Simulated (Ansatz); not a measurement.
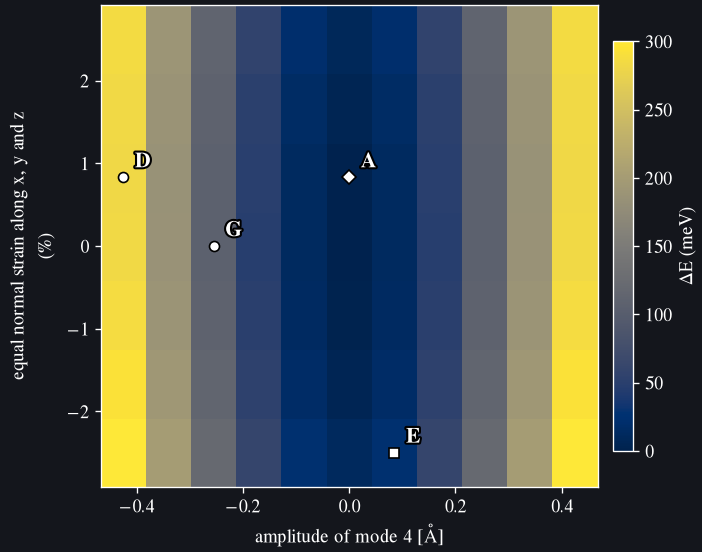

Li (Fm-3m, No. 225; 2 atoms in the cell). 
- The energy is mapped over a normal mode and a strain (zone-centre modes of the 2-atom cell of this scan, which folds in the wave vector (0, 1/2, 1/2) of the primitive cell) (x, y and z along the cube axes).
- The first coordinate is: amplitude of mode 4 (255 cm⁻¹), largest displacement in the unstrained cell; the second: equal normal strain along x, y and z.
- Nothing is relaxed (the pattern is fixed in fractional coordinates).
- The scan uses an 11 × 7 grid; 42 points were computed and 35 follow by symmetry.
- Points are written as (first, second).
- All energies are given in meV per cell relative to the lowest grid point.
- These are results of DFT PBE+D3(BJ), scalar-relativistic, plane waves, PAW in Ansatz, not measurements. Settings: cutoff 520 eV, k-mesh 16×16×12 in the order of the run's cell vectors, gaussian smearing 0.15 eV, no spin polarisation.

In the figure: one coloured cell a grid point, lettered points.

### Is G the lowest point of the computed grid?

No. G lies 106 meV above the lowest grid point, which is at (0.000 Å, 0.00 %).

### Rank the lettered points by energy, lowest first.

A (0.9 meV), E (23 meV), G (106 meV), D (282 meV).
